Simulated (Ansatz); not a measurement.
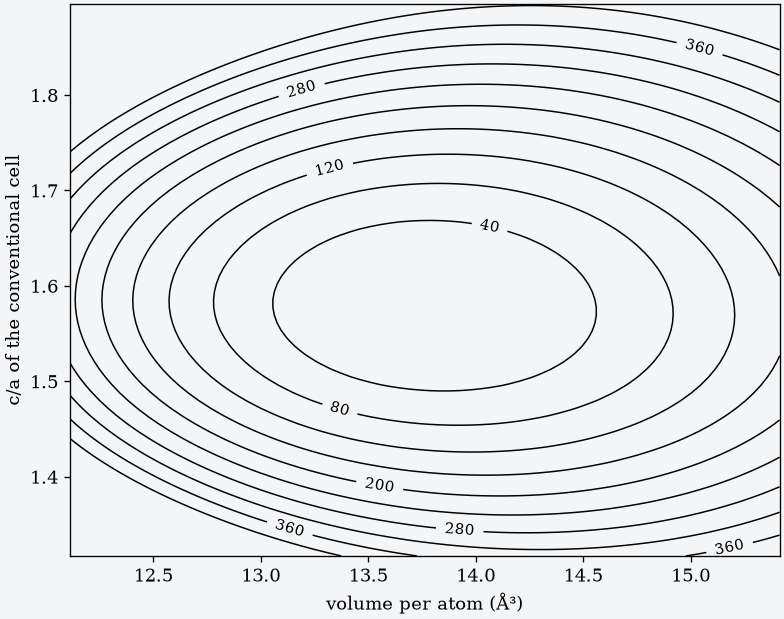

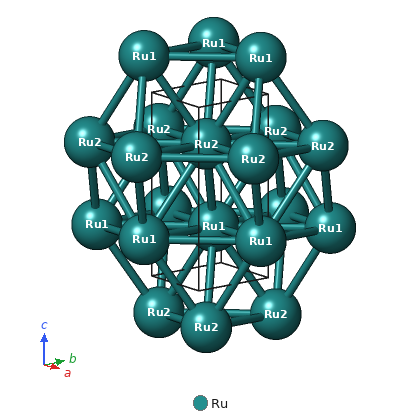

Energy landscape of Ru (P6_3/mmc, No. 194; 2 atoms in the cell). The energy is mapped over volume and the cell's shape. First axis: volume per atom. Second axis: c/a of the conventional cell. Nothing is relaxed (symmetry fixes all fractional coordinates). The scan uses a 7 × 7 grid. Points are written as (first, second). Energies are in meV/atom, from the lowest grid point. The calculation used DFT PBE, scalar-relativistic, plane waves, PAW in Ansatz 0.2.0. Settings: cutoff 420 eV, k-mesh 21×21×12 in the order of the run's cell vectors, gaussian smearing 0.15 eV, no spin polarisation.

Drawn: contour lines labelled in meV/atom (none above 400). Between grid points the surface is interpolated. The second picture is the structure at the lowest point

**What does the map say about the system?**

The lowest grid point is at (13.76 Å³, 1.580). No other kind of well shows on this grid. The highest grid point, (12.11 Å³, 1.895), lies 798 meV/atom above the lowest. Round the minimum the two coordinates are nearly uncoupled.

The whole map (49 points run) took 13 min on 1 thread of Arm Neoverse N1, on a shared host.

PAW datasets: the set soft_1.
